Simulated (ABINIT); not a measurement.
# Band-structure run of ZrB2 (part 3 of 4)

ZrB2 (P6/mmm, 3 atoms in the cell); Kohn-Sham DFT of a periodic cell, revPBE, JTH PAW PBE v2.0, no spin polarisation (ABINIT 10.8.3); cutoff 462.59 eV, 10×10×8 k-mesh, fermi-dirac of 0.05 eV. The structure derives from an entry of the Crystallography Open Database.

Geometry of the input (Å; fractional positions):
```
3.1700  0.0000  0.0000
-1.5850  2.7453  0.0000
0.0000  0.0000  3.5330
Zr 0.0000  0.0000  0.0000
B  0.6667  0.3333  0.5000
B  0.3333  0.6667  0.5000
```

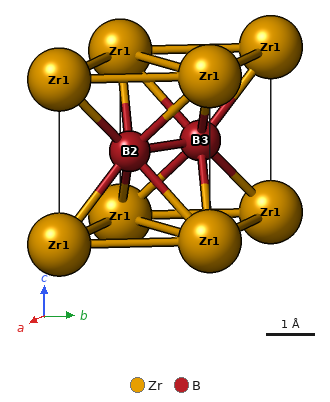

Figure 1. The input geometry (ball-and-stick view of the cell of the calculation, seen slightly off an axis; atoms are numbered from 1 in the order of the input).

## Log, continued
```
  2.08E-13  6.01E-13  2.89E-13  6.26E-13  3.86E-13  1.93E-13  2.74E-13  6.60E-11
  2.78E-08
 -1.3251E+00 -5.3188E-01 -5.0300E-01 -5.0300E-01  3.2365E-02  2.5786E-01
  3.9371E-01  3.9371E-01  4.7941E-01  5.0142E-01  5.0142E-01  5.4692E-01
  5.4692E-01  6.4492E-01  7.3556E-01  8.0085E-01  8.0085E-01
 Non-SCF case, kpt   30 (  0.00000  0.00000  0.35714), residuals and eigenvalues=
  3.06E-13  4.03E-13  8.15E-13  3.26E-13  6.60E-13  2.20E-13  5.57E-13  6.07E-13
  7.06E-13  2.36E-13  4.27E-13  8.01E-13  3.80E-13  5.75E-13  2.75E-13  4.37E-08
  2.89E-06
 -1.3250E+00 -5.3449E-01 -5.0281E-01 -5.0281E-01  4.8709E-02  2.3271E-01
  4.0748E-01  4.0748E-01  4.8687E-01  4.8687E-01  5.0427E-01  5.2180E-01
  5.2180E-01  6.4673E-01  7.3034E-01  8.4362E-01  8.4362E-01
 Non-SCF case, kpt   31 (  0.00000  0.00000  0.42857), residuals and eigenvalues=
  3.09E-13  4.60E-13  6.98E-13  3.51E-13  3.38E-13  9.00E-13  1.58E-13  2.03E-13
  2.29E-13  3.16E-13  1.64E-13  3.51E-13  4.18E-13  5.75E-13  4.17E-13  4.47E-05
  4.24E-09
 -1.3249E+00 -5.3627E-01 -5.0268E-01 -5.0268E-01  6.2205E-02  2.1402E-01
  4.2111E-01  4.2111E-01  4.7802E-01  4.7802E-01  5.0085E-01  5.0085E-01
  5.2329E-01  6.4809E-01  7.2668E-01  8.7279E-01  8.7670E-01
 Non-SCF case, kpt   32 (  0.00000  0.00000  0.50000), residuals and eigenvalues=
  5.04E-13  4.74E-13  2.86E-13  1.15E-13  2.73E-13  8.69E-13  4.40E-13  1.42E-13
  2.66E-13  3.38E-13  4.64E-13  7.61E-13  9.36E-14  5.97E-13  3.74E-13  4.19E-07
  5.57E-09
 -1.3249E+00 -5.3690E-01 -5.0263E-01 -5.0263E-01  6.7714E-02  2.0680E-01
  4.2792E-01  4.2792E-01  4.7505E-01  4.7505E-01  4.9152E-01  4.9152E-01
  5.3067E-01  6.4861E-01  7.2536E-01  8.5813E-01  8.8978E-01
 Non-SCF case, kpt   33 (  0.05556  0.00000  0.50000), residuals and eigenvalues=
  5.95E-13  2.07E-13  2.69E-13  9.99E-13  4.45E-13  2.42E-13  6.14E-13  1.66E-13
  8.21E-14  1.57E-13  2.62E-13  8.26E-14  4.23E-13  3.02E-13  6.72E-13  3.54E-06
  6.09E-05
 -1.3247E+00 -5.3664E-01 -5.0370E-01 -5.0286E-01  6.8174E-02  2.1016E-01
  4.0837E-01  4.1230E-01  4.8228E-01  4.9100E-01  4.9331E-01  4.9472E-01
  5.3240E-01  6.6039E-01  7.3032E-01  8.5558E-01  8.9092E-01
 Non-SCF case, kpt   34 (  0.11111  0.00000  0.50000), residuals and eigenvalues=
  9.59E-13  5.96E-13  4.08E-13  2.62E-13  3.12E-13  1.74E-13  2.39E-13  1.49E-13
  8.58E-13  4.73E-13  2.68E-13  9.46E-13  2.70E-13  5.68E-13  4.11E-13  1.47E-07
  3.78E-05
 -1.3244E+00 -5.3588E-01 -5.0673E-01 -5.0351E-01  6.9573E-02  2.1992E-01
  3.7444E-01  3.8722E-01  4.6097E-01  5.0420E-01  5.1473E-01  5.2610E-01
  5.3754E-01  6.8860E-01  7.4404E-01  8.4630E-01  8.8955E-01
 Non-SCF case, kpt   35 (  0.16667  0.00000  0.50000), residuals and eigenvalues=
  6.32E-13  3.93E-13  7.14E-13  4.46E-13  2.36E-13  4.88E-13  1.18E-13  7.50E-13
  2.39E-13  5.22E-13  2.05E-13  2.95E-13  9.65E-13  7.68E-13  4.81E-13  8.10E-11
  1.87E-07
 -1.3238E+00 -5.3471E-01 -5.1129E-01 -5.0451E-01  7.1958E-02  2.3516E-01
  3.3881E-01  3.6336E-01  4.3665E-01  5.1969E-01  5.3534E-01  5.4583E-01
  5.6207E-01  7.2210E-01  7.6170E-01  8.3408E-01  8.8976E-01
 Non-SCF case, kpt   36 (  0.22222  0.00000  0.50000), residuals and eigenvalues=
  4.97E-13  5.18E-13  3.10E-13  7.41E-13  2.89E-13  4.60E-13  3.95E-13  9.79E-14
  3.43E-13  4.24E-13  2.72E-13  5.63E-13  3.07E-13  8.40E-13  5.46E-13  9.34E-11
  2.60E-06
 -1.3231E+00 -5.3327E-01 -5.1677E-01 -5.0572E-01  7.5370E-02  2.5426E-01
  3.0452E-01  3.4247E-01  4.1426E-01  5.4063E-01  5.5261E-01  5.5672E-01
  5.9824E-01  7.5210E-01  7.6922E-01  8.3383E-01  8.9184E-01
 Non-SCF case, kpt   37 (  0.27778  0.00000  0.50000), residuals and eigenvalues=
  2.36E-13  4.82E-13  7.93E-14  1.62E-13  1.52E-13  7.93E-13  3.22E-13  8.68E-13
  3.52E-13  1.90E-13  6.78E-13  4.49E-13  8.10E-13  6.35E-13  4.42E-13  9.70E-09
  9.21E-07
 -1.3224E+00 -5.3171E-01 -5.2247E-01 -5.0700E-01  7.9801E-02  2.7317E-01
  2.7477E-01  3.2506E-01  3.9657E-01  5.6615E-01  5.6787E-01  5.6923E-01
  6.3224E-01  7.5639E-01  7.7083E-01  8.5625E-01  8.9688E-01
 Non-SCF case, kpt   38 (  0.33333  0.00000  0.50000), residuals and eigenvalues=
  6.30E-13  1.39E-13  4.76E-13  3.43E-13  4.80E-13  5.69E-13  2.30E-13  5.84E-13
  1.03E-13  4.44E-13  8.40E-13  9.33E-13  5.56E-13  2.58E-13  7.26E-13  1.30E-05
  3.92E-07
 -1.3217E+00 -5.3023E-01 -5.2771E-01 -5.0819E-01  8.5049E-02  2.4600E-01
  2.9302E-01  3.1136E-01  3.8580E-01  5.8178E-01  5.8223E-01  5.9475E-01
  6.6145E-01  7.3563E-01  7.7425E-01  8.8952E-01  9.0516E-01
 Non-SCF case, kpt   39 (  0.38889  0.00000  0.50000), residuals and eigenvalues=
  3.30E-13  2.19E-13  2.69E-13  3.68E-13  1.40E-13  7.08E-13  1.04E-13  4.45E-13
  3.08E-13  9.36E-13  1.57E-13  1.95E-13  5.34E-13  4.69E-13  2.40E-13  3.77E-05
  3.81E-05
 -1.3212E+00 -5.3190E-01 -5.2902E-01 -5.0915E-01  9.0536E-02  2.2436E-01
  3.0151E-01  3.0502E-01  3.8336E-01  5.9224E-01  5.9585E-01  6.2368E-01
  6.8344E-01  7.1489E-01  7.6776E-01  9.0487E-01  9.1730E-01
 Non-SCF case, kpt   40 (  0.44444  0.00000  0.50000), residuals and eigenvalues=
  1.73E-13  4.41E-13  2.12E-13  4.69E-13  7.33E-13  9.51E-13  2.95E-13  2.01E-13
  2.56E-13  4.98E-13  4.06E-13  2.82E-13  7.69E-13  4.82E-13  7.57E-13  3.89E-08
  3.45E-05
 -1.3208E+00 -5.3459E-01 -5.2822E-01 -5.0978E-01  9.5040E-02  2.0995E-01
  2.9557E-01  3.1002E-01  3.8650E-01  5.9871E-01  6.0716E-01  6.4751E-01
  6.9680E-01  6.9854E-01  7.6081E-01  8.8214E-01  9.1004E-01
 Non-SCF case, kpt   41 (  0.50000  0.00000  0.50000), residuals and eigenvalues=
  5.12E-13  4.93E-13  2.40E-13  8.72E-13  5.45E-13  1.02E-13  1.05E-13  7.36E-13
  1.16E-13  5.81E-13  5.65E-13  8.81E-13  5.56E-13  6.07E-13  9.82E-13  1.05E-09
  7.16E-05
 -1.3207E+00 -5.3552E-01 -5.2794E-01 -5.1000E-01  9.6849E-02  2.0480E-01
  2.9358E-01  3.1109E-01  3.8864E-01  6.0078E-01  6.1202E-01  6.5736E-01
  6.9189E-01  7.0122E-01  7.5822E-01  8.6944E-01  9.1586E-01
 Non-SCF case, kpt   42 (  0.46667  0.06667  0.50000), residuals and eigenvalues=
  4.09E-13  4.23E-13  8.38E-13  6.16E-13  1.60E-13  8.93E-13  6.80E-13  1.14E-13
  7.16E-13  4.88E-13  1.89E-13  2.49E-13  7.34E-13  5.13E-13  2.52E-13  1.47E-10
  9.45E-06
 -1.3206E+00 -5.3507E-01 -5.2784E-01 -5.1096E-01  9.8600E-02  2.0120E-01
  2.9208E-01  3.1488E-01  3.8701E-01  6.0169E-01  6.1975E-01  6.5933E-01
  6.9205E-01  7.0330E-01  7.5542E-01  8.3428E-01  9.1506E-01
 Non-SCF case, kpt   43 (  0.43333  0.13333  0.50000), residuals and eigenvalues=
  2.61E-13  3.42E-13  5.03E-13  4.14E-13  1.47E-13  4.91E-13  5.23E-13  1.31E-13
  9.35E-13  6.68E-13  7.85E-13  6.47E-13  4.46E-13  9.73E-13  3.50E-13  1.24E-11
  4.15E-06
 -1.3205E+00 -5.3375E-01 -5.2758E-01 -5.1363E-01  1.0384E-01  1.9094E-01
  2.8861E-01  3.2544E-01  3.8252E-01  6.0425E-01  6.3930E-01  6.6522E-01
  6.9232E-01  7.1166E-01  7.4733E-01  7.8846E-01  8.8377E-01
 Non-SCF case, kpt   44 (  0.40000  0.20000  0.50000), residuals and eigenvalues=
  8.69E-13  9.48E-13  7.66E-13  1.32E-13  3.24E-13  6.34E-13  2.21E-13  3.79E-13
  3.64E-13  6.33E-13  8.90E-13  1.79E-13  5.05E-13  9.60E-13  3.54E-13  4.74E-13
  2.44E-09
 -1.3203E+00 -5.3163E-01 -5.2724E-01 -5.1748E-01  1.1257E-01  1.7578E-01
  2.8507E-01  3.4028E-01  3.7626E-01  6.0791E-01  6.6022E-01  6.7487E-01
  6.9203E-01  7.3301E-01  7.3477E-01  7.4979E-01  8.5283E-01
 Non-SCF case, kpt   45 (  0.36667  0.26667  0.50000), residuals and eigenvalues=
  2.48E-13  2.43E-13  1.81E-13  1.75E-13  8.11E-13  5.28E-13  8.90E-13  5.10E-13
  3.04E-13  4.27E-13  4.41E-13  9.87E-13  6.94E-13  9.16E-13  3.57E-13  4.63E-11
  4.26E-08
 -1.3202E+00 -5.2886E-01 -5.2694E-01 -5.2174E-01  1.2475E-01  1.5817E-01
  2.8260E-01  3.5508E-01  3.6965E-01  6.1162E-01  6.7431E-01  6.8802E-01
  6.8988E-01  7.1930E-01  7.2291E-01  7.7037E-01  8.2580E-01
 Non-SCF case, kpt   46 (  0.33333  0.33333  0.50000), residuals and eigenvalues=
  3.15E-13  8.55E-13  5.34E-13  4.24E-13  2.22E-13  1.01E-13  7.20E-13  2.75E-13
  2.60E-13  8.13E-13  4.77E-13  9.45E-13  3.94E-13  5.51E-13  6.09E-13  1.33E-09
  1.66E-07
 -1.3201E+00 -5.2681E-01 -5.2561E-01 -5.2561E-01  1.4037E-01  1.4037E-01
  2.8169E-01  3.6418E-01  3.6418E-01  6.1347E-01  6.8390E-01  6.8390E-01
  7.0423E-01  7.0423E-01  7.1091E-01  8.0538E-01  8.0538E-01
 Non-SCF case, kpt   47 (  0.30000  0.30000  0.50000), residuals and eigenvalues=
  3.30E-13  2.12E-13  4.08E-13  4.89E-13  7.74E-14  6.32E-13  2.10E-13  6.47E-13
  3.65E-13  5.65E-13  3.41E-13  5.08E-13  9.49E-13  3.32E-13  2.36E-13  1.81E-11
  5.56E-11
 -1.3202E+00 -5.2838E-01 -5.2698E-01 -5.2208E-01  1.2394E-01  1.5935E-01
  2.8274E-01  3.6116E-01  3.6300E-01  6.1070E-01  6.7244E-01  6.8654E-01
  6.9156E-01  7.2135E-01  7.2271E-01  7.9333E-01  7.9485E-01
 Non-SCF case, kpt   48 (  0.26667  0.26667  0.50000), residuals and eigenvalues=
  6.84E-13  3.86E-13  8.90E-13  2.10E-13  2.54E-13  2.00E-13  1.62E-13  1.90E-13
  4.51E-13  3.55E-13  5.81E-13  8.50E-13  4.52E-13  7.67E-13  7.02E-13  1.02E-12
  5.01E-12
 -1.3205E+00 -5.2953E-01 -5.2753E-01 -5.1848E-01  1.0972E-01  1.8164E-01
  2.8622E-01  3.5102E-01  3.6168E-01  6.0198E-01  6.5585E-01  6.6713E-01
  6.9430E-01  7.4210E-01  7.5114E-01  7.6987E-01  7.8902E-01
 Non-SCF case, kpt   49 (  0.23333  0.23333  0.50000), residuals and eigenvalues=
  4.58E-13  1.59E-13  4.13E-13  4.95E-13  2.44E-13  2.87E-13  7.56E-14  2.38E-13
  1.67E-13  3.93E-13  9.85E-13  6.18E-13  3.90E-13  2.94E-13  7.69E-13  1.43E-12
  1.32E-12
 -1.3209E+00 -5.2881E-01 -5.2849E-01 -5.1500E-01  9.7998E-02  2.0711E-01
  2.9274E-01  3.3127E-01  3.6653E-01  5.8875E-01  6.3611E-01  6.4363E-01
  6.8232E-01  7.5989E-01  7.6072E-01  7.8959E-01  7.9426E-01
 Non-SCF case, kpt   50 (  0.20000  0.20000  0.50000), residuals and eigenvalues=
  4.00E-13  2.80E-13  2.73E-13  1.87E-13  1.36E-13  4.97E-13  1.27E-13  9.45E-13
  5.15E-13  7.99E-13  6.14E-13  3.90E-13  3.56E-13  4.40E-13  8.22E-13  1.10E-12
  4.67E-11
 -1.3215E+00 -5.2980E-01 -5.2623E-01 -5.1180E-01  8.8703E-02  2.3562E-01
  3.0286E-01  3.0741E-01  3.7619E-01  5.7323E-01  6.1500E-01  6.1614E-01
  6.5579E-01  7.6969E-01  7.7172E-01  7.9147E-01  8.4263E-01
 Non-SCF case, kpt   51 (  0.16667  0.16667  0.50000), residuals and eigenvalues=
  6.75E-13  2.59E-13  2.36E-13  1.57E-13  3.31E-13  4.83E-13  3.27E-13  7.11E-13
  6.59E-13  6.25E-13  7.32E-13  3.00E-13  3.21E-13  3.58E-13  7.49E-13  1.68E-12
  1.40E-06
 -1.3222E+00 -5.3137E-01 -5.2210E-01 -5.0900E-01  8.1553E-02  2.6691E-01
  2.8240E-01  3.1704E-01  3.9087E-01  5.5667E-01  5.8815E-01  5.9333E-01
  6.2418E-01  7.7151E-01  7.8691E-01  7.9059E-01  8.8836E-01
 Non-SCF case, kpt   52 (  0.13333  0.13333  0.50000), residuals and eigenvalues=
  2.37E-13  8.55E-13  4.41E-13  5.16E-13  1.79E-13  2.88E-13  9.62E-13  6.94E-13
  1.54E-13  5.22E-13  7.08E-13  8.04E-13  7.38E-13  1.59E-13  5.41E-13  1.22E-11
  1.61E-04
 -1.3230E+00 -5.3301E-01 -5.1699E-01 -5.0669E-01  7.6203E-02  2.5845E-01
  3.0064E-01  3.3548E-01  4.1032E-01  5.3892E-01  5.6463E-01  5.7097E-01
  5.9125E-01  7.5522E-01  7.8228E-01  8.0716E-01  9.1086E-01
 Non-SCF case, kpt   53 (  0.10000  0.10000  0.50000), residuals and eigenvalues=
  4.13E-13  3.60E-13  7.94E-13  5.35E-13  1.98E-13  1.58E-13  8.01E-13  1.17E-13
  2.57E-13  3.79E-13  3.36E-13  3.53E-13  4.88E-13  3.11E-13  9.31E-13  1.48E-09
  2.05E-06
 -1.3237E+00 -5.3455E-01 -5.1166E-01 -5.0490E-01  7.2341E-02  2.3742E-01
  3.3622E-01  3.5804E-01  4.3375E-01  5.2056E-01  5.4717E-01  5.4843E-01
  5.5790E-01  7.2575E-01  7.6523E-01  8.2747E-01  8.9514E-01
 Non-SCF case, kpt   54 (  0.06667  0.06667  0.50000), residuals and eigenvalues=
  7.63E-13  1.87E-13  2.77E-13  4.20E-13  3.69E-13  4.99E-13  1.59E-13  8.14E-13
  4.26E-13  2.87E-13  2.51E-13  1.79E-13  2.00E-13  4.92E-13  2.32E-13  6.36E-10
  8.73E-05
 -1.3243E+00 -5.3580E-01 -5.0699E-01 -5.0363E-01  6.9727E-02  2.2095E-01
  3.7261E-01  3.8397E-01  4.5911E-01  5.0501E-01  5.2104E-01  5.2464E-01
  5.3827E-01  6.9113E-01  7.4548E-01  8.4474E-01  8.9066E-01
 Non-SCF case, kpt   55 (  0.03333  0.03333  0.50000), residuals and eigenvalues=
  7.22E-13  1.96E-13  4.05E-13  7.66E-13  4.70E-13  9.34E-13  2.42E-13  7.11E-13
  9.62E-14  2.65E-13  1.78E-13  2.51E-13  4.26E-13  1.93E-13  5.59E-13  1.38E-06
  5.80E-05
 -1.3247E+00 -5.3662E-01 -5.0378E-01 -5.0288E-01  6.8211E-02  2.1042E-01
  4.0737E-01  4.1111E-01  4.8160E-01  4.9318E-01  4.9325E-01  4.9496E-01
  5.3254E-01  6.6126E-01  7.3071E-01  8.5534E-01  8.9067E-01
 Non-SCF case, kpt   56 (  0.00000  0.00000  0.50000), residuals and eigenvalues=
  5.04E-13  4.74E-13  2.86E-13  1.15E-13  2.73E-13  8.69E-13  4.40E-13  1.42E-13
  2.66E-13  3.38E-13  4.64E-13  7.61E-13  9.36E-14  5.97E-13  3.74E-13  4.19E-07
  5.57E-09
 -1.3249E+00 -5.3690E-01 -5.0263E-01 -5.0263E-01  6.7714E-02  2.0680E-01
  4.2792E-01  4.2792E-01  4.7505E-01  4.7505E-01  4.9152E-01  4.9152E-01
  5.3067E-01  6.4861E-01  7.2536E-01  8.5813E-01  8.8978E-01

--- !ResultsGS
iteration_state: {dtset: 2, }
comment   : Summary of ground state results
lattice_vectors:
- [  5.9904318,   0.0000000,   0.0000000, ]
- [ -2.9952159,   5.1878661,   0.0000000, ]
- [  0.0000000,   0.0000000,   6.6764024, ]
lattice_lengths: [   5.99043,    5.99043,    6.67640, ]
lattice_angles: [ 90.000,  90.000, 120.000, ] # degrees, (23, 13, 12)
lattice_volume:   2.0748629E+02
convergence: {deltae:  0.000E+00, res2:  0.000E+00, residm:  9.988E-13, diffor:  0.000E+00, }
etotal    :  -5.32522848E+01
entropy   :   0.00000000E+00
fermie    :   4.59881307E-01
cartesian_stress_tensor: null
pressure_GPa: null
xred      :
- [  0.0000E+00,   0.0000E+00,   0.0000E+00, Zr]
- [  6.6667E-01,   3.3333E-01,   5.0000E-01,  B]
- [  3.3333E-01,   6.6667E-01,   5.0000E-01,  B]
cartesian_forces: null
force_length_stats: {min: null, max: null, mean: null, }
...

 Integrated electronic density in atomic spheres:
 ------------------------------------------------
 Atom  Sphere_radius  Integrated_density
    1        2.22030          9.12470757
    2        1.70617          1.81459776
    3        1.70617          1.81459776

================================================================================

 ----iterations are completed or convergence reached----
```
